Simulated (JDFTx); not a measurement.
**Run report: Al, geometry relaxation**

Al (I4/mmm, 1 atom in the cell), computed with Kohn-Sham DFT of a periodic cell, PBEsol, PseudoDojo-SR-PBEsol-0.4.1-standard, no spin polarisation (JDFTx 1.7.0 (patched build)).

The structure derives from an entry of the Crystallography Open Database. It belongs to a series of runs on one base structure; here: relaxed cell strained by 0.01 in Voigt component 1.

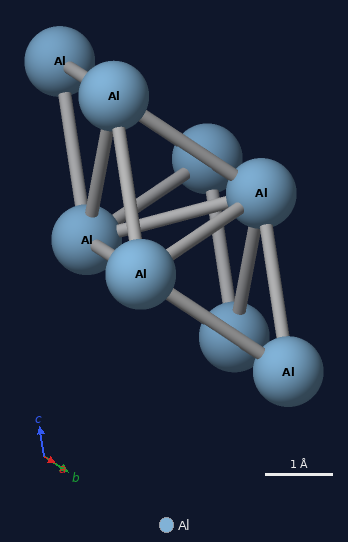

*The structure as given in the input (ball-and-stick view of the reduced cell, seen at an oblique angle).*

## Input
```
lattice \
    0.0000000000     3.8314249042     3.8314249042 \
    3.7934900042     0.0000000000     3.7934900042 \
    3.7934900042     3.7934900042     0.0000000000
coords-type Lattice
ion Al     0.0000000000     0.0000000000     0.0000000000 1

ion-species pseudo/Al.upf
elec-cutoff 20
elec-ex-corr gga-PBEsol
kpoint-folding 11 11 11
elec-smearing Fermi 0.0018374661
elec-n-bands 6
electronic-SCF nIterations 100 energyDiffThreshold 1e-10
electronic-minimize nIterations 30 energyDiffThreshold 1e-7
forces-output-coords Cartesian
ionic-minimize nIterations 20 energyDiffThreshold 1e-8 knormThreshold 2e-5

dump-name run.$VAR
dump End Ecomponents EigStats BandEigs Kpoints Forces Stress
```

Run on 1 thread of Arm Neoverse V2, 24 GiB of memory available, shared host.

Run as:
```bash
jdftx -c 1 -i Al.in -o Al.out
```

## Log
```
*************** JDFTx 1.7.0 (patched build) ***************

Input parsed successfully to the following command list (including defaults):
[... the input with its defaults ...]

---------- Setting up symmetries ----------

Non-trivial transmission matrix:
[   1   0   0  ]
[   0   1   0  ]
[   0  -1   1  ]
with reduced lattice vectors:
[      0.000000      0.000000      3.831425  ]
[      3.793490     -3.793490      3.793490  ]
[      3.793490      3.793490      0.000000  ]

Found 16 point-group symmetries of the bravais lattice
Found 16 space-group symmetries with basis
Applied RMS atom displacement 0 bohrs to make symmetries exact.

---------- Initializing the Grid ----------
R =
[            0      3.83142      3.83142  ]
[      3.79349            0      3.79349  ]
[      3.79349      3.79349            0  ]
unit cell volume = 110.273
G =
[  -0.819954   0.828154   0.828154  ]
[   0.819954  -0.828154   0.828154  ]
[   0.819954   0.828154  -0.828154  ]
Minimum fftbox size, Smin = [  24  24  24  ]
Chosen fftbox size, S = [  24  24  24  ]

---------- Exchange Correlation functional ----------
Initalized PBEsol GGA exchange.
Initalized PBEsol GGA correlation.

---------- Setting up pseudopotentials ----------
Width of ionic core gaussian charges (only for fluid interactions / plotting) set to 0

Reading pseudopotential file 'pseudo/Al.upf':
  'Al' pseudopotential, 'PBESOL' functional
  Generated using ONCVPSP code by D. R. Hamann
  3 valence electrons, 2 orbitals, 6 projectors, 1001 radial grid points, with lMax = 2
    3S    l: 0   occupation:  2.0   eigenvalue: -0.283523
    3P    l: 1   occupation:  1.0   eigenvalue: -0.098840
  Core radius for overlap checks: 1.74 bohrs.

Initialized 1 species with 1 total atoms.

Folded 1 k-points by 11x11x11 to 1331 k-points.

---------- Setting up k-points, bands, fillings ----------
Reduced to 126 k-points under symmetry.
Computing the number of bands and number of electrons
Calculating initial fillings.
nElectrons:   3.000000   nBands: 6   nStates: 126

----- Setting up reduced wavefunction bases (one per k-point) -----
average nbasis = 471.003 , ideal nbasis = 471.094

---------- Setting up ewald sum ----------
Optimum gaussian width for ewald sums = 1.940352 bohr.
Real space sum over 2197 unit cells with max indices [  6  6  6  ]
Reciprocal space sum over 2197 terms with max indices [  6  6  6  ]

---------- Allocating electronic variables ----------
Initializing wave functions:  linear combination of atomic orbitals
Note: number of bands (6) exceeds available atomic orbitals (4)
Al pseudo-atom occupations:   s ( 2 )  p ( 1 )
	FillingsUpdate:  mu: +0.319006403  nElectrons: 3.000000
LCAOMinimize: Iter:   0  F: -2.0735286085155558  |grad|_K:  1.118e-04  alpha:  1.000e+00
	FillingsUpdate:  mu: +0.319044440  nElectrons: 3.000000
LCAOMinimize: Iter:   1  F: -2.0735558744120461  |grad|_K:  9.584e-07  alpha:  9.614e-01  linmin:  4.133e-02  cgtest: -3.159e-01
	FillingsUpdate:  mu: +0.319044446  nElectrons: 3.000000
LCAOMinimize: Iter:   2  F: -2.0735558762447872  |grad|_K:  3.055e-07  alpha:  9.770e-01  linmin:  1.061e-04  cgtest:  3.254e-01
LCAOMinimize: Encountered beta<0, resetting CG.
	FillingsUpdate:  mu: +0.319044341  nElectrons: 3.000000
LCAOMinimize: Iter:   3  F: -2.0735558764479189  |grad|_K:  2.282e-09  alpha:  9.596e-01  linmin:  2.142e-02  cgtest: -1.530e-01
LCAOMinimize: Converged (|Delta F|<1.000000e-06 for 2 iters).

-------- Electronic minimization -----------
Will mix electronic density at each iteration.
	FillingsUpdate:  mu: +0.319044341  nElectrons: 3.000000
	FillingsUpdate:  mu: +0.293642619  nElectrons: 3.000000
SCF: Cycle:  0   F: -2.098918052880412   dF: -2.536e-02   |Residual|: 9.486e-03   |deigs|: 6.857e-01
	FillingsUpdate:  mu: +0.293411910  nElectrons: 3.000000
SCF: Cycle:  1   F: -2.099139954234994   dF: -2.219e-04   |Residual|: 5.467e-03   |deigs|: 1.147e-02
	FillingsUpdate:  mu: +0.293409039  nElectrons: 3.000000
SCF: Cycle:  2   F: -2.099155766435528   dF: -1.581e-05   |Residual|: 2.194e-04   |deigs|: 3.231e-03
	FillingsUpdate:  mu: +0.293406687  nElectrons: 3.000000
SCF: Cycle:  3   F: -2.099156976979003   dF: -1.211e-06   |Residual|: 1.154e-04   |deigs|: 1.292e-03
	FillingsUpdate:  mu: +0.293407102  nElectrons: 3.000000
SCF: Cycle:  4   F: -2.099157416083724   dF: -4.391e-07   |Residual|: 1.806e-05   |deigs|: 1.663e-03
	FillingsUpdate:  mu: +0.293407418  nElectrons: 3.000000
SCF: Cycle:  5   F: -2.099157494491406   dF: -7.841e-08   |Residual|: 9.694e-06   |deigs|: 7.592e-04
	FillingsUpdate:  mu: +0.293407718  nElectrons: 3.000000
SCF: Cycle:  6   F: -2.099157527422669   dF: -3.293e-08   |Residual|: 1.581e-06   |deigs|: 1.354e-03
	FillingsUpdate:  mu: +0.293407717  nElectrons: 3.000000
SCF: Cycle:  7   F: -2.099157532249969   dF: -4.827e-09   |Residual|: 1.852e-06   |deigs|: 5.793e-04
	FillingsUpdate:  mu: +0.293407758  nElectrons: 3.000000
SCF: Cycle:  8   F: -2.099157534560175   dF: -2.310e-09   |Residual|: 1.162e-06   |deigs|: 7.278e-04
	FillingsUpdate:  mu: +0.293407817  nElectrons: 3.000000
SCF: Cycle:  9   F: -2.099157534899597   dF: -3.394e-10   |Residual|: 2.199e-07   |deigs|: 3.872e-04
	FillingsUpdate:  mu: +0.293407805  nElectrons: 3.000000
SCF: Cycle: 10   F: -2.099157535059285   dF: -1.597e-10   |Residual|: 2.564e-07   |deigs|: 5.223e-04
	FillingsUpdate:  mu: +0.293407813  nElectrons: 3.000000
SCF: Cycle: 11   F: -2.099157535080395   dF: -2.111e-11   |Residual|: 3.058e-08   |deigs|: 2.263e-04
	FillingsUpdate:  mu: +0.293407812  nElectrons: 3.000000
SCF: Cycle: 12   F: -2.099157535090139   dF: -9.744e-12   |Residual|: 8.227e-08   |deigs|: 2.751e-04
SCF: Converged (|Delta E|<1.000000e-10 for 2 iters).

Setting wave functions to eigenvectors of Hamiltonian

# Stress tensor in Cartesian coordinates [Eh/a0^3]:
[  4.68293e-05            0            0  ]
[            0   1.7377e-05            0  ]
[            0            0   1.7377e-05  ]

# Ionic positions in lattice coordinates:
ion Al   0.000000000000000   0.000000000000000   0.000000000000000 1

# Forces in Cartesian coordinates:
force Al  -0.000000000000000   0.000000000000000  -0.000000000000000 1

# Energy components:
   Eewald =       -2.7103706733804094
       EH =        0.0036375841553405
     Eloc =        0.1967987038096673
      Enl =        0.4148240311613148
      Exc =       -1.0851197503692742
 Exc_core =        0.2212800095828061
       KE =        0.8599312574531959
-------------------------------------
     Etot =       -2.0990188375873595
       TS =        0.0001386975027794
-------------------------------------
        F =       -2.0991575350901388

IonicMinimize: Iter:   0  F: -2.099157535090139  |grad|_K:  0.000e+00
IonicMinimize: Converged (|grad|_K<2.000000e-05).

#--- Lowdin population analysis ---
# oxidation-state Al +0.044

Dumping 'run.eigStats' ...
	eMin: -0.118568 at state 0 ( [ +0.000000 +0.000000 +0.000000 ] spin 0 )
	HOMO: +0.292745 at state 51 ( [ +0.090909 +0.181818 -0.272727 ] spin 0 )
	mu  : +0.293408
	LUMO: +0.294302 at state 76 ( [ +0.181818 +0.090909 +0.454545 ] spin 0 )
	eMax: +0.972153 at state 28 ( [ +0.000000 +0.272727 -0.363636 ] spin 0 )
	HOMO-LUMO gap: +0.001556
	Optical gap  : +0.031117 at state 32 ( [ +0.000000 +0.363636 -0.454545 ] spin 0 )
Done!
```

## Key numbers

- outcome: converged
- space group (tolerance 0.01 Å): I4/mmm (139)
- electrons treated: 3
- free energy: −57.1210 eV
- Fermi energy: 7.984 eV
- gap on the k-point mesh: none (metallic)
- pressure: −0.80 GPa
- final volume: 16.34 Å³
- largest force (length of the vector): under 0.001 eV/Å
- wall time: 14 s
- peak memory: 0.05 GiB
